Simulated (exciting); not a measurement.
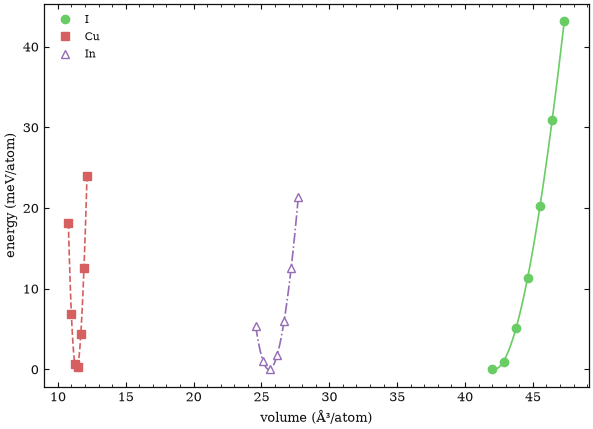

Calculation (exciting sodium): all-electron LAPW DFT, no spin polarisation; energies at scaled volumes of the given cell, shape and fractions fixed, counted from the fit's minimum, third-order Birch-Murnaghan fit. Level: PBEsol.

- occupations: Fermi–Dirac
- smearing width: 0.05 eV
- potentials: all electron LAPW+lo, shipped species files

Figure. Energy against volume, with one curve for each element, for Cu, I and In (all in space group I4/mmm (No. 139)).

Settings that differ: I: k mesh 11×11×11; Cu: k mesh 13×13×13; In: k mesh 11×11×11.

The fitted equilibrium volumes, smallest first, are Cu 11.367, In 25.557, I 42.120 Å³/atom. The fitted bulk moduli, smallest first, are I 28.2, In 42.9, Cu 166.3 GPa.

Note: shape and atomic fractions are frozen while scaling, which makes layered, chain and framework solids too stiff.
